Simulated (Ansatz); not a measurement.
# Run report: WS₂, geometry relaxation (part 1 of 2)

WS₂ (P-6m2, 3 atoms in the cell), computed with DFT PBE+D3(BJ), scalar-relativistic, plane waves, PAW, no spin polarisation (Ansatz 0.2.0).

The structure derives from a Materials Project entry. Figures and captions count atoms from 1; the log counts them from 0 in places.

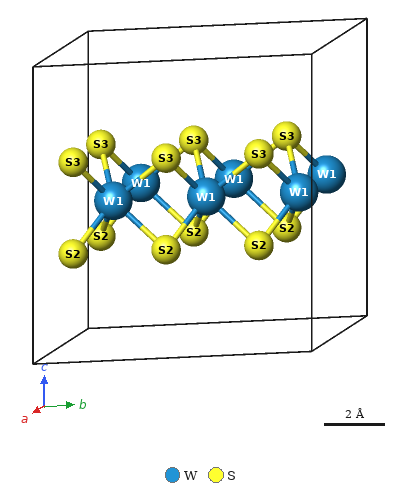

Fig. 1: The input geometry (ball-and-stick view of the 2 × 3 repeat of the cell, with the vacuum cut short, seen slightly off an axis; atoms are numbered from 1 in the order of the input). An atom can appear more than once, as a periodic image. Near neighbours in the periodic cell (some may lie outside the picture): W has 6 S at 2.41 Å; S has 3 W at 2.41 Å.

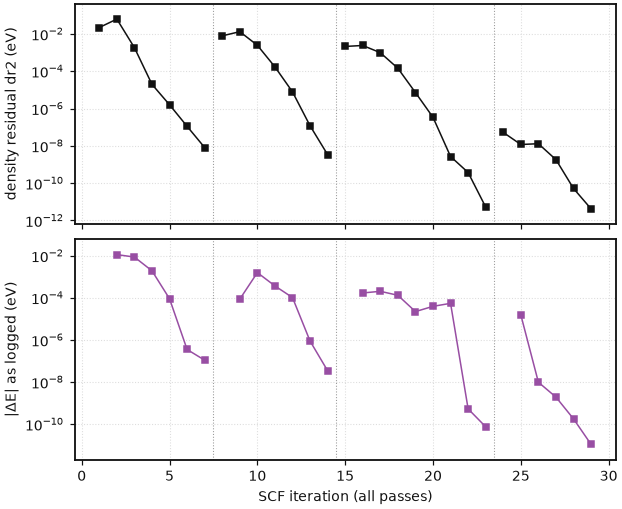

Fig. 2: Convergence of the self-consistent field: density residual dr2 and size of the energy change against the SCF iteration. The dotted lines part the SCF passes of the relaxation: geometry steps, rejected trials and re-solves on a re-selected basis. The passes take 7, 7, 9 and 6 iterations.

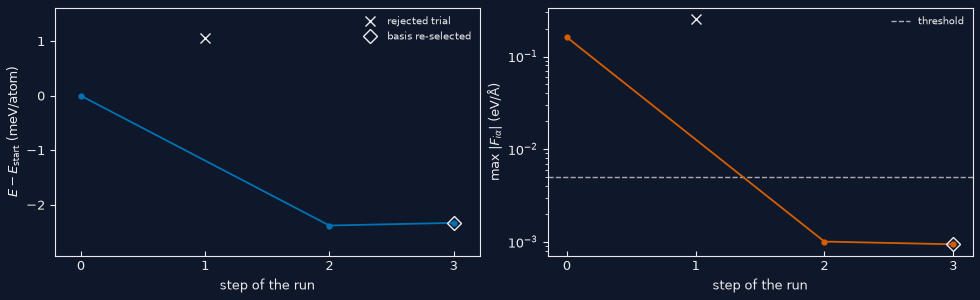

Fig. 3: Progress of the relaxation, step by step (the first geometry is step 0 here and step 1 in the log).

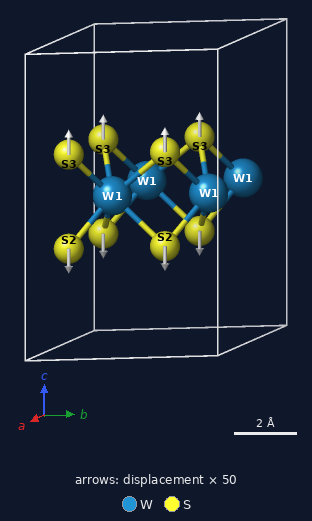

Fig. 4: The starting structure with the displacements (without the part carried along by the change of the cell) as white arrows, magnified 50 times (ball-and-stick view of the 2 × 2 repeat of the cell, with the vacuum cut short, seen slightly off an axis). The largest moves relative to the cell, 0.017 Å, are those of S2 and S3. W stays in place. In the plane the drawn cell goes a 6.367 → 6.319 Å (−0.7 %), b 6.367 → 6.319 Å (−0.7 %). The space group stays P-6m2 (No. 187). Over 2 geometry steps the energy falls by 2.4 meV per atom. The largest force component goes from 0.16 to 0.00094 eV/Å. The line search rejected the trial step at point 1 (counted from 0) and went back. A last SCF at the same geometry on a re-selected plane-wave basis shifts the energy by +0.0 meV per atom. (Atoms are counted from 1 in the order of the input.)

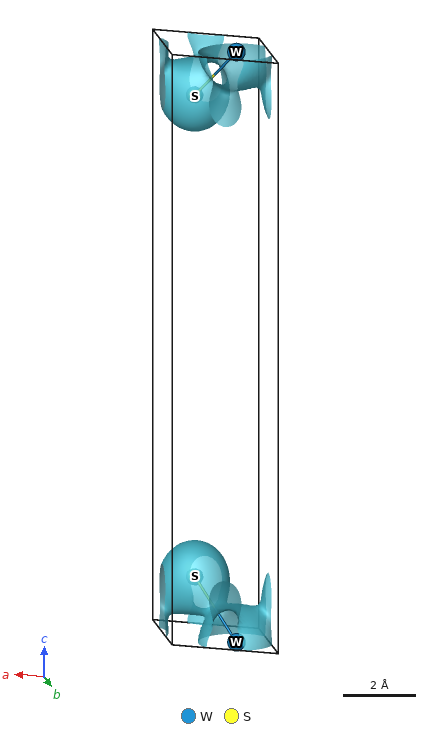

Fig. 5: Isosurface of the valence electron density at 0.5 e/Å³ (cyan), seen at an oblique angle. Sticks mark near contacts. The outline is the cell set on symmetry axes. At this value the density is joined into sheets; it holds about 70 % of the electrons treated as valence (semicore included). On the grid the lowest density along these lines, outside the cores, is 0.63 e/Å³ (W–S, 2.41 Å). In a PAW calculation such maps are meaningful between the atoms, not at the nuclei.

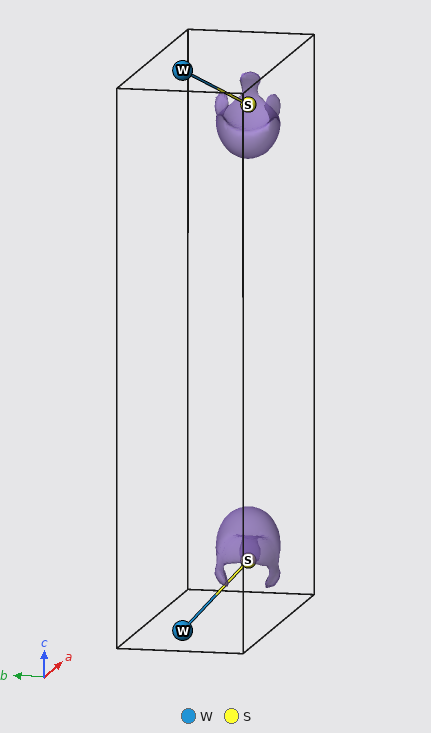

Fig. 6: Isosurface of the ELF at 0.85 (purple), seen at an oblique angle. Only the valence region is drawn (cores and ρ < 0.01 e/Å³ removed). Sticks mark near contacts. The outline is the cell set on symmetry axes. Along the contacts the grid gives the following. W–S (2.41 Å): the ELF is about 0.50 at the midpoint.

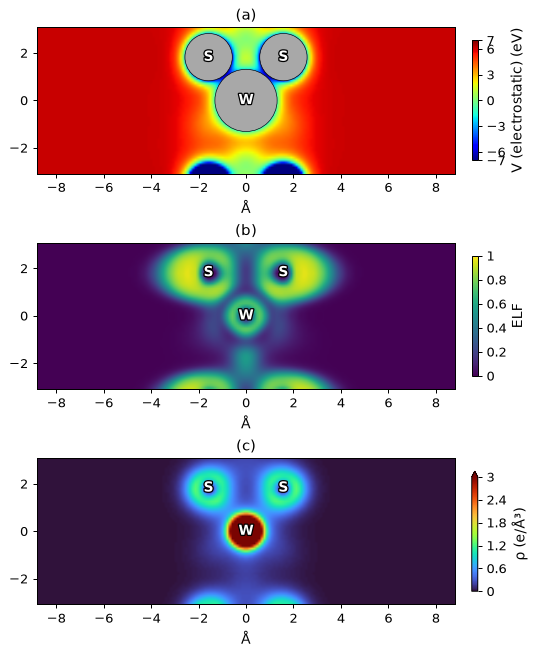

Fig. 7: (a) electrostatic potential (local pseudopotential plus Hartree) felt by an electron; (b) ELF; (c) valence pseudo-density on the (110) plane of the conventional cell. Grey discs, where drawn, cover atomic cores. The section cuts through W and S sites. W–S (2.41 Å): the density is about 0.63 e/Å³ at the midpoint; the ELF is about 0.50 at the midpoint. The density dies away to nearly zero in the voids. The ELF has a maximum of about 0.55 in the space between the atoms. The strong features right at W lie inside the PAW spheres (semicore, d or f shells) and say nothing about bonding. Outside the cores the potential energy rises away from the atoms and is highest about 2.7 Å from the nearest atoms; outside the discs it spans about 12 eV, and its zero is arbitrary.

The input and output of the run follow.

Input file:
```yaml
crystal:
  lattice:
    - [3.1835163552, 0.0, 0.0]
    - [-1.5917581776, 2.7570060369, 0.0]
    - [0.0, 0.0, 16.95057789]
  atoms:
    - { symbol: W, position: [0.33333333, 0.66666667, 0.0] }
    - { symbol: S, position: [0.66666667, 0.33333333, 0.90799949] }
    - { symbol: S, position: [0.66666667, 0.33333333, 0.09200051] }
basis:
  ecutwfc: 420
kpoints:
  mp_grid: { grid: [12, 12, 2] }
hamiltonian:
  xc: pbe
  dispersion: d3bj
scf:
  occupations: { method: gaussian, width: 0.02 }
output:
  forces: true
  stress: true
  eigenvalues: true
  write_density: true
  write_potential: true
  elf: true
  volumetric_format: npy
relax:
  adjacent_minimum: "off"
  f_tol: 0.005
  max_steps: 80
  cell: { stress_tol: 0.05 }
```

Launched with:
```bash
ansatz run input.yaml --threads 4 --pin off --max-ram 8192MiB --backend cpu --events-out ev --progress --plain --runs-dir out
```

The program's output:
```
Engine: ansatz 0.2.0, aarch64-unknown-linux-gnu
Pseudopotentials: kind: paw
Pseudopotential: W, paw, valence charge 14, recommended cutoff 420 eV (normal), W.paw.azcp
Pseudopotential: S, paw, valence charge 6, recommended cutoff 420 eV (normal), S.paw.azcp
Functional definition: PBE
  parameter kappa = 0.804
  parameter beta = 0.06672455060314922
  exchange = pbe_x(kappa = kappa, mu = beta*pi^2/3)
  correlation = pbe_c(beta = beta)
Crystal: 3 atoms, lattice volume = 148.775 Å³
Basis set: ecut = 420 eV, 2937 PW (Γ), exchange–correlation on 48×48×240 points (8 copies of the dense FFT grid, shifted against one another)
Bands: 17, of which v1, the nominal top of the filled ones, is band 13 counted from 1 (12 counted from 0)
Symmetry: 12 space group operations
Space group: P-6m2 (ITA 187), of the structure as read, at distance tolerance 5.3e-5 Å
k-points: 38 of 288 (time reversal used)
Non-local potential: W, projectors of the file, l = 0: 3, l = 1: 2, l = 2: 2, l = 3: 1
Non-local potential: S, projectors of the file, l = 0: 2, l = 1: 2, l = 2: 2
PAW form: soft (Blöchl's): semilocal exchange-correlation on the pseudo side does not see the compensation charge
PAW one-centre angular grid: W, 590 points (default); XC on 64 Gauss nodes
PAW one-centre angular grid: S, 110 points (default); XC on 64 Gauss nodes
Initial density: superposition of atomic densities (neutral atoms: chi_scale 0, normalization atom), corrected by the library's trained network
Initial wavefunctions: pseudopotential atomic-orbital guess
Functional: x = pbe(κ = 0.804, μ = 0.2195149727645171), c = pbe(β = 0.06672455060314922)
SCF iter   1: F=—  HF=-12192.349728 eV  |F-HF|=—  |Δ(HF+E_count)|=         —  Δρ=3.43e-3  dr2=2.20e-2  ethr=1.77e-3  ⟨swp⟩=9.5  Hψ=4675  notcnv=0
preconditioner: auto → none  [insulator: Δε(μ)=1.738 eV  Ē_g=8.716 eV  σ=0.020 eV  W_gap=1.00  n_scr=10 (ndim 8)  ℏωp=12.9 eV  f_vac=0.610  D(μ)=0.00/eV (n_scr^D=0)  ε∞_Penn≈3.2]
SCF iter   2: F=—  HF=-12192.361064 eV  |F-HF|=—  |Δ(HF+E_count)|=   1.13e-2  Δρ=3.58e-3  dr2=6.24e-2  ethr=8.46e-5  ⟨swp⟩=4.2  Hψ=1908  notcnv=0
SCF iter   3: F=—  HF=-12192.352407 eV  |F-HF|=—  |Δ(HF+E_count)|=   8.66e-3  Δρ=1.30e-3  dr2=1.84e-3  ethr=8.46e-5  ⟨swp⟩=3.0  Hψ=1196  notcnv=0
SCF iter   4: F=—  HF=-12192.354327 eV  |F-HF|=—  |Δ(HF+E_count)|=   1.92e-3  Δρ=2.20e-4  dr2=1.98e-5  ethr=7.08e-6  ⟨swp⟩=2.0  Hψ=1068  notcnv=0
SCF iter   5: F=—  HF=-12192.354417 eV  |F-HF|=—  |Δ(HF+E_count)|=   9.04e-5  Δρ=3.11e-5  dr2=1.59e-6  ethr=7.60e-8  ⟨swp⟩=3.3  Hψ=1517  notcnv=0
SCF iter   6: F=—  HF=-12192.354418 eV  |F-HF|=—  |Δ(HF+E_count)|=   3.51e-7  Δρ=9.29e-6  dr2=1.11e-7  ethr=6.12e-9  ⟨swp⟩=2.0  Hψ=929  notcnv=0
SCF iter   7: F=-12192.354418 eV  HF=-12192.354418 eV  |F-HF|=8.25e-9  |Δ(HF+E_count)|=   1.09e-7  Δρ=1.72e-6  dr2=8.09e-9  ethr=3.85e-10  ⟨swp⟩=13.9  Hψ=5888  notcnv=0
SCF 1 converged in 7 iterations: F = -12192.354418 eV  dr2 = 8.09e-9
  greatest PAW one-centre occupation: 1.000 electrons in one spin orbital (limit 2), on the W atom at site 0 (counted from 0), in its partial waves of l = 0
relax step   1: F+E_penalty+E_count = -12192.35441778 eV  Δ(F+E_penalty+E_count) = +0.000e0 eV  max|allowed force component| = 1.611e-1 eV/Å  Δτ_max = 0.0000 Å  P = -0.228 GPa  Ω = 148.775 Å³  (7 SCF iters, dr2 threshold 1.00e-7 eV, accepted)
Crystal: 3 atoms, lattice volume = 144.054 Å³
Basis set: ecut = 420 eV, 2817 PW (Γ), exchange–correlation on 48×48×240 points (8 copies of the dense FFT grid, shifted against one another)
Initial density: handed on by an earlier stage of this run
Initial wavefunctions: those handed on with the density
iter 1 solved again at ethr=2.56e-5 eV; its pass at ethr=3.10e-3 eV (dr2=6.65e-3 eV) is discarded
SCF iter   1: F=—  HF=-12192.353182 eV  |F-HF|=—  |Δ(HF+E_count)|=         —  Δρ=1.87e-3  dr2=7.88e-3  ethr=2.56e-5  ⟨swp⟩=2.5  Hψ=5347  notcnv=0
preconditioner: auto → none  [insulator: Δε(μ)=1.919 eV  Ē_g=8.790 eV  σ=0.020 eV  W_gap=1.00  n_scr=10 (ndim 8)  ℏωp=13.1 eV  f_vac=0.604  D(μ)=0.00/eV (n_scr^D=0)  ε∞_Penn≈3.2]
SCF iter   2: F=—  HF=-12192.353269 eV  |F-HF|=—  |Δ(HF+E_count)|=   8.65e-5  Δρ=1.70e-3  dr2=1.32e-2  ethr=2.56e-5  ⟨swp⟩=3.2  Hψ=1234  notcnv=0
SCF iter   3: F=—  HF=-12192.351687 eV  |F-HF|=—  |Δ(HF+E_count)|=   1.58e-3  Δρ=8.71e-4  dr2=2.46e-3  ethr=2.56e-5  ⟨swp⟩=3.0  Hψ=1171  notcnv=0
SCF iter   4: F=—  HF=-12192.351319 eV  |F-HF|=—  |Δ(HF+E_count)|=   3.68e-4  Δρ=3.76e-4  dr2=1.71e-4  ethr=9.47e-6  ⟨swp⟩=2.2  Hψ=922  notcnv=0
SCF iter   5: F=—  HF=-12192.351216 eV  |F-HF|=—  |Δ(HF+E_count)|=   1.03e-4  Δρ=8.89e-5  dr2=7.82e-6  ethr=6.57e-7  ⟨swp⟩=2.2  Hψ=913  notcnv=0
iter 6 did not close the SCF: its close was put off until two iterations running show no level that it waits for move by more than its bar (scf_convergence_deferred on its scf_iter line)
SCF iter   6: F=-12192.351217 eV  HF=-12192.351217 eV  |F-HF|=2.10e-8  |Δ(HF+E_count)|=   8.85e-7  Δρ=1.47e-5  dr2=1.19e-7  ethr=1.15e-9  ⟨swp⟩=13.0  Hψ=6810  notcnv=0
SCF iter   7: F=-12192.351217 eV  HF=-12192.351217 eV  |F-HF|=7.26e-10  |Δ(HF+E_count)|=   3.44e-8  Δρ=2.35e-6  dr2=3.38e-9  ethr=4.56e-10  ⟨swp⟩=9.0  Hψ=5242  notcnv=0
SCF 2 converged in 7 iterations: F = -12192.351217 eV  dr2 = 3.38e-9
relax step   2: F+E_penalty+E_count = -12192.35121678 eV  Δ(F+E_penalty+E_count) = +3.201e-3 eV  max|allowed force component| = 2.552e-1 eV/Å  Δτ_max = 0.0393 Å  P = +0.105 GPa  Ω = 144.054 Å³  energy of the carried Pulay correction = +3.022e-4 eV  (7 SCF iters, dr2 threshold 3.00e-7 eV, rejected (line search))
Crystal: 3 atoms, lattice volume = 146.463 Å³
Basis set: ecut = 420 eV, 2841 PW (Γ), exchange–correlation on 48×48×240 points (8 copies of the dense FFT grid, shifted against one another)
iter 1 solved again at ethr=9.01e-6 eV; its pass at ethr=3.10e-3 eV (dr2=2.34e-3 eV) is discarded
```
